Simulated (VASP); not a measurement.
SnO

The calculation's input:

```
PREC = Accurate ; ENCUT = 520
EDIFF = 1E-6 ; ISMEAR = 0
SIGMA = 0.01 ; LREAL = F
LASPH = T ; NELM = 100
ALGO = Normal ; ISIF = 2
LWAVE = F ; LCHARG = T
GGA = PE ; LHFCALC = T
HFSCREEN = 0.2079 ; PRECFOCK = Normal
LELF = T ; LVHAR = T
ISTART = 1 ; NBANDS = 28
```

Command:

```sh
cat potpaw_PBE.64/Sn_d/POTCAR potpaw_PBE.64/O/POTCAR > POTCAR
cp INCAR.step1 INCAR
mpirun -np 1 vasp_std > vasp.out
cp INCAR.step2 INCAR
mpirun -np 1 vasp_std > vasp.out
```

Below, planes, directions and counts refer to the conventional cell (a = 4.13 Å, b = 4.13 Å, c = 5.19 Å, α = 90.00°, β = 90.00°, γ = 120.00°).

Space group P6₃/mmc; a generated structure, not necessarily the stable one.

Computed with Kohn-Sham DFT of a periodic cell, HSE06, VASP PAW PBE potentials, recommended (VASP 6.6.1).

**What will maps of the valence pseudo-density and electron localisation function show?**

Sn–O (2.38 Å): the density is about 0.36 e/Å³ at the midpoint; the ELF is about 0.20 at the midpoint: no shared electron pair shows on this line.

**Does the calculation give a band gap?**

It is gapped, with a Kohn–Sham gap of 0.79 eV on the k-point mesh (the band edges may lie off the mesh, which would make the gap smaller).

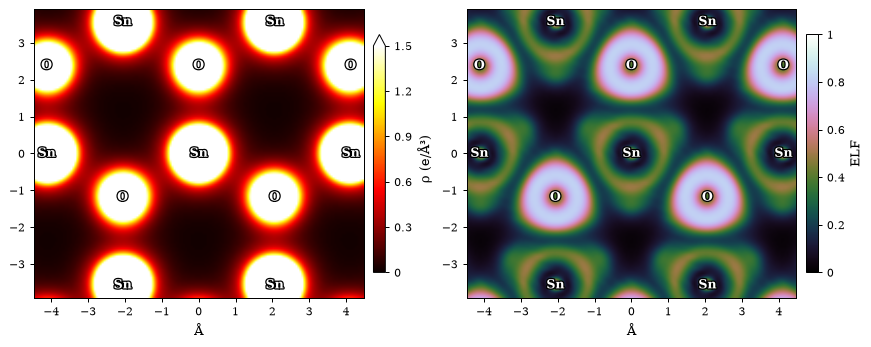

Computed valence pseudo-density and electron localisation function on the (001) plane of the conventional cell, in this order. 
